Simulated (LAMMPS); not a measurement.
# Run report: CdTe, geometry relaxation

CdTe (F-43m, 2 atoms in the cell), computed with classical potential CdTeSe.bop.table (style bop) (LAMMPS 22 Jul 2025 update 4).

The structure derives from an entry of the Crystallography Open Database. The geometry comes from this level: r2SCAN.

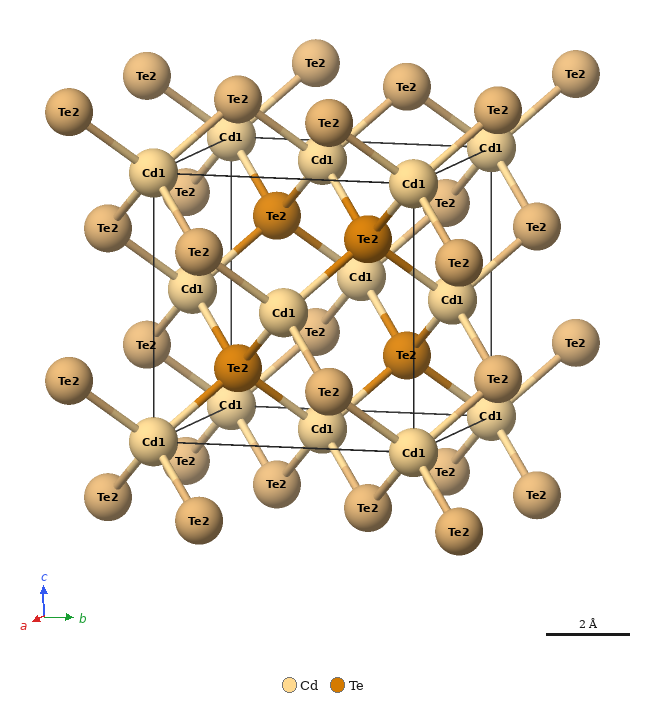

The structure as given in the input (ball-and-stick view of the cell 4 times as large as that of the calculation, set on its symmetry axes, seen slightly off an axis; neighbours outside the cell are drawn fainter; atoms are numbered from 1 in the order of the input).

Input file
```
units metal
boundary p p p
atom_style atomic
read_data data.lmp
pair_style bop
pair_coeff * * CdTeSe.bop.table Cd Te
comm_modify cutoff 15.0
thermo_style custom step pe press pxx pyy pzz pyz pxz pxy vol fmax
thermo_modify format float %.8f
dump 1 all custom 10 dump.lmp id type x y z fx fy fz
dump_modify 1 sort id format float %.8f
thermo 10
fix 1 all box/relax tri 0.0 vmax 0.001
min_style cg
minimize 0.0 1.0e-6 400 4000
minimize 0.0 1.0e-6 400 4000
unfix 1
undump 1
write_dump all custom end.lmp id type x y z modify sort id format float %.8f
run 0
```

File data.lmp
```
crystal

2 atoms
2 atom types

0.0 4.63848083 xlo xhi
0.0 4.01704223 ylo yhi
0.0 3.78730374 zlo zhi
2.31924041 2.31924041 1.33901408 xy xz yz

Masses

1 112.4140
2 127.6000

Atoms

1 1 4.63848083 0.00000000 0.00000000
2 2 2.31924041 1.33901408 0.94682593
```

Hardware: 1 thread of Arm Neoverse V1, 24 GiB of memory available, shared host.

Command:
```bash
lmp -in in.lmp -log none -nocite
```

The program's output
```
using 1 OpenMP thread(s) per MPI task
Reading data file ...
  triclinic box = (0 0 0) to (4.6384808 4.0170422 3.7873037) with tilt (2.3192404 2.3192404 1.3390141)
WARNING: Triclinic box skew is large. LAMMPS will run inefficiently. (src/src/domain.cpp:221)
  1 by 1 by 1 MPI processor grid
  reading atoms ...
  2 atoms
  read_data CPU = 0.000 seconds
Neighbor list info ...
  max neighbors/atom: 2000, page size: 100000
  master list distance cutoff = 6.649414
  ghost atom cutoff = 15
  binsize = 3.324707, bins = 3 2 2
  1 neighbor lists, perpetual/occasional/extra = 1 0 0
  (1) pair bop, perpetual
      attributes: full, newton on, ghost
      pair build: full/bin/ghost
      stencil: full/ghost/bin/3d
      bin: standard
Setting up cg style minimization ...
  Unit style    : metal
  Current step  : 0
WARNING: Energy due to 6 extra global DOFs will be included in minimizer energies
 (src/src/min.cpp:222)
Per MPI rank memory allocation (min/avg/max) = 6.249 | 6.249 | 6.249 Mbytes
   Step         PotEng         Press           Pxx            Pyy            Pzz            Pyz            Pxz            Pxy           Volume          Fmax
         0  -4.28857368 -11870.56135580 -11870.56136903 -11870.55993523 -11870.56276314 -0.00053242 0.00057055 0.00080688 70.56872976 0.00000004
        10  -4.29731691 -1855.00244720 -2013.78345069 -1694.57243858 -1856.65145234 -466.59681299 -993.04581802 -1324.37948020 68.52537432 0.02719238
        20  -4.29769367 -1.67980156 2.97169202 -6.40691583 -1.60418088 3.09555450 -1.49449917 1.25960034 68.17852440 0.00001653
        30  -4.29769367 -0.00495944 -0.01407772 0.00351490 -0.00431549 -0.00674623 0.00552768 0.00470279 68.17821548 0.00000024
Loop time of 0.0115401 on 1 procs for 30 steps with 2 atoms

100.0% CPU use with 1 MPI tasks x 1 OpenMP threads

Minimization stats:
  Stopping criterion = force tolerance
  Energy initial, next-to-last, final =
     -4.28857368374972  -4.29769367160069  -4.29769367160071
  Force two-norm initial, final = 0.90559461 8.9182889e-07
  Force max component initial, final = 0.52284535 6.0597767e-07
  Final line search alpha, max atom move = 1 6.0597767e-07
  Iterations, force evaluations = 30 45

MPI task timing breakdown:
Section |  min time  |  avg time  |  max time  |%varavg| %total
---------------------------------------------------------------
Pair    | 0.01052    | 0.01052    | 0.01052    |   0.0 | 91.16
Neigh   | 0          | 0          | 0          |   0.0 |  0.00
Comm    | 0.00020292 | 0.00020292 | 0.00020292 |   0.0 |  1.76
Output  | 0.00011595 | 0.00011595 | 0.00011595 |   0.0 |  1.00
Modify  | 0          | 0          | 0          |   0.0 |  0.00
Other   |            | 0.0007014  |            |       |  6.08

Nlocal:              2 ave           2 max           2 min
Histogram: 1 0 0 0 0 0 0 0 0 0
Nghost:           1239 ave        1239 max        1239 min
Histogram: 1 0 0 0 0 0 0 0 0 0
Neighs:              0 ave           0 max           0 min
Histogram: 1 0 0 0 0 0 0 0 0 0
FullNghs:           56 ave          56 max          56 min
Histogram: 1 0 0 0 0 0 0 0 0 0

Total # of neighbors = 56
Ave neighs/atom = 28
Neighbor list builds = 0
Dangerous builds = 0
Setting up cg style minimization ...
  Unit style    : metal
  Current step  : 30
WARNING: Energy due to 6 extra global DOFs will be included in minimizer energies
 (src/src/min.cpp:222)
Per MPI rank memory allocation (min/avg/max) = 7.548 | 7.548 | 7.548 Mbytes
   Step         PotEng         Press           Pxx            Pyy            Pzz            Pyz            Pxz            Pxy           Volume          Fmax
        30  -4.29769367 -0.00495944 -0.01407772 0.00351490 -0.00431549 -0.00674623 0.00552768 0.00470279 68.17821548 0.00000024
        31  -4.29769367 0.00033830 -0.00025757 0.00095091 0.00032154 -0.00134467 0.00061629 -0.00199141 68.17821450 0.00000008
Loop time of 0.00110667 on 1 procs for 1 steps with 2 atoms

100.0% CPU use with 1 MPI tasks x 1 OpenMP threads

Minimization stats:
  Stopping criterion = force tolerance
  Energy initial, next-to-last, final =
     -4.29769367160071  -4.29769367160071  -4.29769367160072
  Force two-norm initial, final = 8.8339697e-07 1.6807207e-07
  Force max component initial, final = 5.9905644e-07 9.7850977e-08
  Final line search alpha, max atom move = 1 9.7850977e-08
  Iterations, force evaluations = 1 2

MPI task timing breakdown:
Section |  min time  |  avg time  |  max time  |%varavg| %total
---------------------------------------------------------------
Pair    | 0.00099748 | 0.00099748 | 0.00099748 |   0.0 | 90.13
Neigh   | 0          | 0          | 0          |   0.0 |  0.00
Comm    | 1.9724e-05 | 1.9724e-05 | 1.9724e-05 |   0.0 |  1.78
Output  | 0          | 0          | 0          |   0.0 |  0.00
Modify  | 0          | 0          | 0          |   0.0 |  0.00
Other   |            | 8.946e-05  |            |       |  8.08

Nlocal:              2 ave           2 max           2 min
Histogram: 1 0 0 0 0 0 0 0 0 0
Nghost:           1727 ave        1727 max        1727 min
Histogram: 1 0 0 0 0 0 0 0 0 0
Neighs:              0 ave           0 max           0 min
Histogram: 1 0 0 0 0 0 0 0 0 0
FullNghs:           56 ave          56 max          56 min
Histogram: 1 0 0 0 0 0 0 0 0 0

Total # of neighbors = 56
Ave neighs/atom = 28
Neighbor list builds = 0
Dangerous builds = 0
WARNING: No fixes with time integration, atoms won't move
Setting up Verlet run ...
  Unit style    : metal
  Current step  : 31
  Time step     : 0.001
Per MPI rank memory allocation (min/avg/max) = 5.173 | 5.173 | 5.173 Mbytes
   Step         PotEng         Press           Pxx            Pyy            Pzz            Pyz            Pxz            Pxy           Volume          Fmax
        31  -4.29769367 0.00033830 -0.00025757 0.00095091 0.00032154 -0.00134467 0.00061629 -0.00199141 68.17821450 0.00000008
Loop time of 1.34e-06 on 1 procs for 0 steps with 2 atoms

74.6% CPU use with 1 MPI tasks x 1 OpenMP threads

MPI task timing breakdown:
Section |  min time  |  avg time  |  max time  |%varavg| %total
---------------------------------------------------------------
Pair    | 0          | 0          | 0          |   0.0 |  0.00
Neigh   | 0          | 0          | 0          |   0.0 |  0.00
Comm    | 0          | 0          | 0          |   0.0 |  0.00
Output  | 0          | 0          | 0          |   0.0 |  0.00
Modify  | 0          | 0          | 0          |   0.0 |  0.00
Other   |            | 1.34e-06   |            |       |100.00

Nlocal:              2 ave           2 max           2 min
Histogram: 1 0 0 0 0 0 0 0 0 0
Nghost:           1727 ave        1727 max        1727 min
Histogram: 1 0 0 0 0 0 0 0 0 0
Neighs:              0 ave           0 max           0 min
Histogram: 1 0 0 0 0 0 0 0 0 0
FullNghs:           56 ave          56 max          56 min
Histogram: 1 0 0 0 0 0 0 0 0 0

Total # of neighbors = 56
Ave neighs/atom = 28
Neighbor list builds = 0
Dangerous builds = 0
```

Trajectory as extended XYZ (Å, eV, eV/Å), 5 frames, from step=0 to step=31
```
2
Lattice="4.6385 0.0000 0.0000 2.3192 4.0170 0.0000 2.3192 1.3390 3.7873" Properties=species:S:1:pos:R:3:forces:R:3 step=0 energy=-4.28857 pressure_GPa=-1.19
Cd    4.6385    0.0000    0.0000    0.0000   0.0000   0.0000
Te    2.3192    1.3390    0.9468    0.0000   0.0000   0.0000
2
Lattice="4.5921 0.0000 0.0000 2.3108 3.9789 0.0000 2.3128 1.3368 3.7504" Properties=species:S:1:pos:R:3:forces:R:3 step=10 energy=-4.29732 pressure_GPa=-0.19
Cd    4.6161    0.0193    0.0185    0.0272   0.0063  -0.0002
Te    2.3263    1.3478    0.9561   -0.0272  -0.0063   0.0002
2
Lattice="4.5854 0.0000 0.0000 2.2927 3.9712 0.0000 2.2928 1.3237 3.7441" Properties=species:S:1:pos:R:3:forces:R:3 step=20 energy=-4.29769 pressure_GPa=-0.00
Cd    4.6120    0.0229    0.0216    0.0000   0.0000   0.0000
Te    2.3192    1.3467    0.9576    0.0000   0.0000   0.0000
2
Lattice="4.5855 0.0000 0.0000 2.2928 3.9712 0.0000 2.2928 1.3237 3.7440" Properties=species:S:1:pos:R:3:forces:R:3 step=30 energy=-4.29769 pressure_GPa=-0.00
Cd    4.6120    0.0229    0.0216    0.0000   0.0000   0.0000
Te    2.3192    1.3467    0.9576    0.0000   0.0000   0.0000
2
Lattice="4.5855 0.0000 0.0000 2.2928 3.9712 0.0000 2.2928 1.3237 3.7440" Properties=species:S:1:pos:R:3:forces:R:3 step=31 energy=-4.29769 pressure_GPa=0.00
Cd    6.9047    1.3467    3.7657    0.0000   0.0000   0.0000
Te    2.3192    1.3467    0.9576    0.0000   0.0000   0.0000
```

Results in brief

```json
{"quantity": "outcome", "value": "converged"}
{"quantity": "space group (tolerance 0.01 Å)", "value": "F-43m (216)"}
{"quantity": "potential energy", "value": "−4.2977 eV"}
{"quantity": "pressure", "value": "0.00 GPa"}
{"quantity": "final volume", "value": "68.18 Å³"}
{"quantity": "final cell", "value": "a = 4.586 Å, b = 4.586 Å, c = 4.586 Å, α = 60.00°, β = 60.00°, γ = 60.00°"}
{"quantity": "peak memory", "value": "0.035 GiB"}
```
